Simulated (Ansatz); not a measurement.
# Phonon calculation, with input and output: GaO (part 1 of 2)

The run: phonon calculation of GaO (P6₃/mmc, 8 atoms in the cell). Method and program: DFT PBEsol, scalar-relativistic, plane waves, PAW, no spin polarisation (Ansatz 0.2.0).

It belongs to a series of runs on one base structure; here: phonon dispersion, density of states and thermodynamics. Figures and captions count atoms from 1; the log counts them from 0 in places.

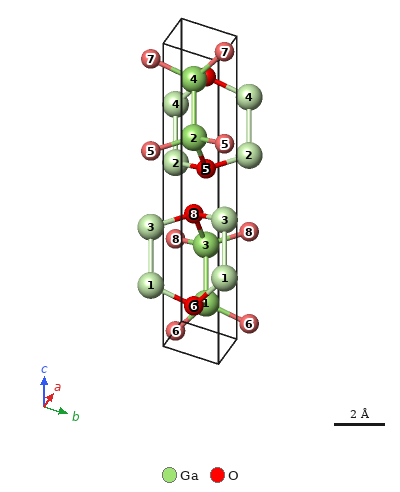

*The structure (ball-and-stick view of the cell of the calculation, seen at an oblique angle; neighbours outside the cell are drawn fainter; atoms are numbered from 1 in the order of the input). An atom can appear more than once, as a periodic image.*

Near neighbours in the periodic cell (some may lie outside the picture): Ga has 1 Ga at 2.47 Å and 3 O at 1.91 Å; O has 3 Ga at 1.91 Å.

**Key numbers**

| quantity | value |
| --- | --- |
| outcome | converged |
| space group (tolerance 0.01 Å) | P6₃/mmc (194) |
| electrons treated | 76 |
| free energy | −17217.9063 eV |
| Fermi energy | 7.377 eV |
| gap on the k-point mesh | 1.10 eV |
| ε∞ (xx, yy, zz) | 5.66, 5.66, 4.71 |
| Born charges (mean of the diagonal) | all 4 Ga atoms (2.14 e); all 4 O atoms (−2.14 e) |
| hardware | 4 threads of Intel Xeon @ 2.50GHz (Skylake/Cascade Lake), 189 GiB of memory available, shared host |
| wall time | 13 min (CPU time 44 min) |
| peak memory | 2.2 GiB |

**Notes**

Notes on the run: the k-point mesh is coarse for the field response.

**Input**
```yaml
crystal:
  lattice:
    - [3.0698229147, 0.0, 0.0]
    - [-1.5349114573, 2.6585446292, 0.0]
    - [0.0, 0.0, 12.8721118542]
  atoms:
    - { symbol: Ga, position: [0.3333333333, 0.6666666667, 0.153862959] }
    - { symbol: Ga, position: [0.6666666667, 0.3333333333, 0.653862959] }
    - { symbol: Ga, position: [0.3333333333, 0.6666666667, 0.346137041] }
    - { symbol: Ga, position: [0.6666666667, 0.3333333333, 0.846137041] }
    - { symbol: O, position: [0.3333333333, 0.6666666667, 0.5979648372] }
    - { symbol: O, position: [0.6666666667, 0.3333333333, 0.0979648372] }
    - { symbol: O, position: [0.3333333333, 0.6666666667, 0.9020351628] }
    - { symbol: O, position: [0.6666666667, 0.3333333333, 0.4020351628] }
basis:
  ecutwfc: 420
kpoints:
  mp_grid: { grid: [12, 12, 2] }
hamiltonian:
  xc: pbesol
scf:
  occupations: { method: fixed }
output:
  eigenvalues: true
phonons:
  method: dfpt
  dielectric: true
  rigid_motions: translations
  eigenvectors: true
  qmesh: [3, 3, 1]
  temperatures: { t_max: 1000, t_step: 100 }
  qpath:
    path:
      - [[0.0, 0.0, 0.0], [0.5, 0.0, 0.0], [0.33333333, 0.33333333, 0.0], [0.0, 0.0, 0.0], [0.0, 0.0, 0.5], [0.5, 0.0, 0.5], [0.33333333, 0.33333333, 0.5], [0.0, 0.0, 0.5]]
      - [[0.5, 0.0, 0.5], [0.5, 0.0, 0.0]]
      - [[0.33333333, 0.33333333, 0.5], [0.33333333, 0.33333333, 0.0]]
    npoints: 8
```

Run as:
```bash
ansatz run input.yaml --threads 4 --pin off --max-ram 12288MiB --backend cpu --events-out ev --progress --plain --runs-dir out
```

**Output**
```
Warning: phonons: the dynamical matrix that this run interpolates holds no multipole term above the dipole-dipole one, and a site of this crystal is no centre of inversion, so its interpolated transverse optical and acoustic branches and sound speeds can stay off near Gamma, and the density of states and the thermodynamics with them. What a run solves at a wave vector of phonons.qpoints, Gamma apart, where the deck admits one, is free of this, and under fd what a larger phonons.supercell samples
Engine: ansatz 0.2.0, x86_64-unknown-linux-gnu
Pseudopotentials: kind: paw
Pseudopotential: Ga, paw, valence charge 13, recommended cutoff 420 eV (normal), Ga.paw.azcp
Pseudopotential: O, paw, valence charge 6, recommended cutoff 420 eV (normal), O.paw.azcp
Functional definition: PBEsol
  exchange = pbesol_x
  correlation = pbesol_c
Crystal: 8 atoms, lattice volume = 105.053 Å³
Basis set: ecut = 420 eV, 2047 PW (Γ), exchange–correlation on 48×48×180 points (8 copies of the dense FFT grid, shifted against one another)
Bands: 46, of which v1, the nominal top of the filled ones, is band 38 counted from 1 (37 counted from 0)
Symmetry: 24 space group operations
k-points: 86 of 288 (irreducible under 2 space group operations, time reversal used)
Non-local potential: Ga, projectors of the file, l = 0: 2, l = 1: 2, l = 2: 3, l = 3: 1
Non-local potential: O, projectors of the file, l = 0: 2, l = 1: 2, l = 2: 1
PAW form: soft (Blöchl's): semilocal exchange-correlation on the pseudo side does not see the compensation charge
PAW frozen core: Ga, regenerated for the run's functional, and the local potential with it (the file was generated under x = pbe(κ = 0.804, μ = 0.2195149727645171), c = pbe(β = 0.06672455060314922))
PAW frozen core: O, regenerated for the run's functional, and the local potential with it (the file was generated under x = pbe(κ = 0.804, μ = 0.2195149727645171), c = pbe(β = 0.06672455060314922))
PAW one-centre angular grid: Ga, 590 points (default); XC on 64 Gauss nodes
PAW one-centre angular grid: O, 110 points (default); XC on 64 Gauss nodes
Initial density: superposition of atomic densities (neutral atoms: chi_scale 0, normalization atom), corrected by the library's trained network
Initial wavefunctions: pseudopotential atomic-orbital guess
Functional: x = pbesol(κ = 0.804, μ = 0.12345679012345678), c = pbesol(β = 0.046)
SCF iter   1: F=—  HF=-17218.019554 eV  |F-HF|=—  |Δ(HF+E_count)|=         —  Δρ=2.07e-2  dr2=4.94e-1  ethr=1.77e-3  ⟨swp⟩=5.0  Hψ=12493  notcnv=0  defer=513
preconditioner: auto → Resta (q_TF=auto, 2.585 Å⁻¹)  ε∞=4.7  [insulator: Δε(μ)=0.919 eV  Ē_g=16.506 eV  n_scr=40 (ndim 8)  ℏωp=31.6 eV  f_vac=0.054  ε∞_Penn≈4.7]
SCF iter   2: F=—  HF=-17217.911481 eV  |F-HF|=—  |Δ(HF+E_count)|=   1.08e-1  Δρ=5.45e-3  dr2=1.61e-2  ethr=6.50e-4  ⟨swp⟩=2.1  Hψ=5725  notcnv=0  defer=511
SCF iter   3: F=—  HF=-17217.907500 eV  |F-HF|=—  |Δ(HF+E_count)|=   3.98e-3  Δρ=1.79e-3  dr2=4.46e-3  ethr=2.12e-5  ⟨swp⟩=2.1  Hψ=5316  notcnv=0  defer=516
SCF iter   4: F=—  HF=-17217.906591 eV  |F-HF|=—  |Δ(HF+E_count)|=   9.09e-4  Δρ=6.88e-4  dr2=5.41e-4  ethr=5.87e-6  ⟨swp⟩=3.0  Hψ=7093  notcnv=0  defer=516
SCF iter   5: F=—  HF=-17217.906276 eV  |F-HF|=—  |Δ(HF+E_count)|=   3.15e-4  Δρ=2.33e-4  dr2=5.87e-5  ethr=7.12e-7  ⟨swp⟩=2.0  Hψ=6660  notcnv=0  defer=489
SCF iter   6: F=—  HF=-17217.906294 eV  |F-HF|=—  |Δ(HF+E_count)|=   1.79e-5  Δρ=5.30e-5  dr2=3.18e-6  ethr=7.73e-8  ⟨swp⟩=2.0  Hψ=4698  notcnv=0  defer=292
SCF iter   7: F=—  HF=-17217.906297 eV  |F-HF|=—  |Δ(HF+E_count)|=   3.14e-6  Δρ=8.59e-6  dr2=1.01e-7  ethr=4.18e-9  ⟨swp⟩=2.0  Hψ=4926  notcnv=0  defer=292
SCF iter   8: F=—  HF=-17217.906297 eV  |F-HF|=—  |Δ(HF+E_count)|=   2.41e-7  Δρ=2.42e-6  dr2=7.90e-9  ethr=1.33e-10  ⟨swp⟩=2.0  Hψ=6852  notcnv=0  defer=292
SCF iter   9: F=—  HF=-17217.906297 eV  |F-HF|=—  |Δ(HF+E_count)|=   1.73e-8  Δρ=5.02e-7  dr2=2.57e-10  ethr=1.04e-11  ⟨swp⟩=2.1  Hψ=6731  notcnv=0  defer=292
SCF iter  10: F=-17217.906297 eV  HF=-17217.906297 eV  |F-HF|=7.28e-12  |Δ(HF+E_count)|=  4.11e-10  Δρ=8.77e-8  dr2=7.46e-12  ethr=1.00e-12  ⟨swp⟩=12.5  Hψ=23064  notcnv=0
SCF 1 converged in 10 iterations: F = -17217.906297 eV  dr2 = 7.46e-12
  greatest PAW one-centre occupation: 0.996 electrons in one spin orbital (limit 2), on the Ga atom at site 2 (counted from 0), in its partial waves of l = 2
DFPT response loops at Γ: preconditioner auto → Resta (q_TF=auto, 2.585 Å⁻¹)  ε∞=7.4 (no band partly filled); β = 1.00, the filter's whole step (`scf.mixing.beta` (0.50) is not read by the response loops at its default; to damp them type it under 1.00, their step now; it binds the ground state too); Broyden in place of MSR1
── the response to a field inside a basis, on 14×14×4 k-points: an SCF that follows is theirs, and a resumed run solves both again ──
Bands: 39, of which v1, the nominal top of the filled ones, is band 38 counted from 1 (37 counted from 0)
k-points: 112 of 784 (irreducible under 8 space group operations)
Initial density: handed on by an earlier stage of this run
Initial wavefunctions: pseudopotential atomic-orbital guess (no wavefunctions were taken with the density)
Eigensolver: Dense (112 Hₖ)
SCF iter   1: F=—  HF=-17217.661657 eV  |F-HF|=—  |Δ(HF+E_count)|=         —  Δρ=6.26e-4  dr2=1.23e-4  ethr=1.00e-1
preconditioner: auto → Resta (q_TF=auto, 2.585 Å⁻¹)  ε∞=6.2  [insulator: Δε(μ)=1.302 eV  Ē_g=13.831 eV  n_scr=40 (ndim 8)  ℏωp=31.6 eV  f_vac=0.054  ε∞_Penn≈6.2]
SCF iter   2: F=—  HF=-17217.661716 eV  |F-HF|=—  |Δ(HF+E_count)|=   5.92e-5  Δρ=3.19e-4  dr2=3.47e-5  ethr=1.62e-7
SCF iter   3: F=—  HF=-17217.661746 eV  |F-HF|=—  |Δ(HF+E_count)|=   2.99e-5  Δρ=1.08e-4  dr2=5.85e-6  ethr=4.56e-8
SCF iter   4: F=—  HF=-17217.661746 eV  |F-HF|=—  |Δ(HF+E_count)|=   2.87e-7  Δρ=2.50e-5  dr2=5.41e-7  ethr=7.69e-9
SCF iter   5: F=—  HF=-17217.661746 eV  |F-HF|=—  |Δ(HF+E_count)|=   2.92e-7  Δρ=1.27e-5  dr2=2.06e-7  ethr=7.11e-10
SCF iter   6: F=-17217.661747 eV  HF=-17217.661747 eV  |F-HF|=5.03e-9  |Δ(HF+E_count)|=   7.32e-8  Δρ=2.61e-6  dr2=1.30e-8  ethr=2.71e-10
SCF 1 converged in 6 iterations: F = -17217.661747 eV  dr2 = 1.30e-8
  greatest PAW one-centre occupation: 0.995 electrons in one spin orbital (limit 2), on the Ga atom at site 3 (counted from 0), in its partial waves of l = 2
DFPT response loops at Γ: preconditioner auto → Resta (q_TF=auto, 2.585 Å⁻¹)  ε∞=6.8 (no band partly filled); β = 1.00, the filter's whole step (`scf.mixing.beta` (0.50) is not read by the response loops at its default; to damp them type it under 1.00, their step now; it binds the ground state too); Broyden in place of MSR1
WARN: field response: ε∞ stands inside a basis, on 14×14×4 points; the force constants stand on the 12×12×2 k-mesh, whose period is 9.28 times the interband length at k = (0.0000, 0.0000, 0.0000), direct gap 1.115 eV, under 14: take them and everything formed from them as unconverged, and compare with a denser kpoints.mp_grid
NSCF: frozen V_eff on 38 k-points
NSCF: frozen V_eff on 312 k-points
DFPT response loops at q = (0, 0.3333333333333333, 0) (fractional): preconditioner auto → Resta (q_TF=auto, 2.585 Å⁻¹)  ε∞=7.4 (no band partly filled); β = 1.00, the filter's whole step (`scf.mixing.beta` (0.50) is not read by the response loops at its default; to damp them type it under 1.00, their step now; it binds the ground state too); Broyden in place of MSR1
NSCF: frozen V_eff on 312 k-points
DFPT response loops at q = (0.3333333333333333, 0.3333333333333333, 0) (fractional): mixed as the last ones told, above
SCF converged after 10 iterations
Free energy (F): -17217.906297 eV
Harris-Foulkes:  -17217.906297 eV  (|F-HF|=7.28e-12)
Internal energy: -17217.906297 eV  (E = F + TS)
E sigma→0 (E₀):  -17217.906297 eV
Fermi energy:    7.377226 eV
--- Per-component energies (eV) ---
  E_band       = -231.512363
  E_kinetic    = 1161.013335
  E_local      = -9253.087853  (includes V_loc(G=0)·N_el)
  E_nonlocal   = 1911.414148
  E_hartree    = 4181.853886
  E_xc         = -562.020798
  E_vxc        = -602.422359  (∫ρ·V_xc dr)
  E_paw        = -8421.734120  (= ΣΔE_a)
  E_vpaw       = -1812.146598  (= ΣTr[D̂ρ^β])
  E_aug_tail   = 0.009182  (compensation charges beyond the density's cutoff)
  E_ewald      = -6238.947141
  E_core_change = 3.593063  (= ΣΔE_core)
  E_smearing   = -0.000000  (= −TS)
  E_closure    = 0.000000  (closes the sum)
  Σ components = -17217.906297   (vs F -17217.906297, Δ=0.00e0)
--- Band table (eV; the first three rows and the last of 86) ---
  k-point 0: bands = ["-11.7129", "-11.6386", "-11.4929", "-11.4137", "-6.4876", "-6.4876", "-6.4856", "-6.4856", "-6.4467", "-6.4467", "-6.4451", "-6.4451", "-6.3724", "-6.3176", "-6.1870", "-6.1870", "-6.1864", "-6.1864", "-6.0439", "-6.0439", "-6.0427", "-6.0427", "-5.9851", "-5.9069", "0.3028", "0.6284", "3.2741", "4.2267", "5.0803", "5.0803", "5.1215", "5.1215", "5.1851", "5.1851", "5.2256", "5.2256", "5.8794", "7.3631", "8.4785", "9.6651", "11.8736", "12.1115", "16.4974", "16.9390", "17.6963", "17.6963"]
  k-point 1: bands = ["-11.6822", "-11.6822", "-11.4469", "-11.4469", "-6.4866", "-6.4866", "-6.4866", "-6.4866", "-6.4459", "-6.4459", "-6.4459", "-6.4459", "-6.3475", "-6.3475", "-6.1867", "-6.1867", "-6.1867", "-6.1867", "-6.0433", "-6.0433", "-6.0433", "-6.0433", "-5.9436", "-5.9436", "0.4531", "0.4531", "3.6938", "3.6938", "5.0974", "5.0974", "5.0974", "5.0974", "5.2093", "5.2093", "5.2093", "5.2093", "6.5710", "6.5710", "9.1751", "9.1751", "12.0090", "12.0090", "16.6735", "16.6735", "17.7655", "17.7655"]
  k-point 2: bands = ["-11.6677", "-11.5967", "-11.4531", "-11.3777", "-6.4838", "-6.4830", "-6.4722", "-6.4700", "-6.4323", "-6.4312", "-6.4306", "-6.4290", "-6.3546", "-6.3012", "-6.1939", "-6.1934", "-6.1877", "-6.1870", "-6.0614", "-6.0556", "-6.0455", "-6.0442", "-5.9544", "-5.8843", "0.4097", "0.7079", "3.3317", "4.0288", "4.6383", "4.7450", "4.7893", "4.9920", "5.0005", "5.0396", "5.1082", "5.1557", "6.2110", "7.3769", "8.9501", "9.9711", "12.1348", "12.4369", "16.5042", "16.7551", "16.8618", "16.9776"]
```
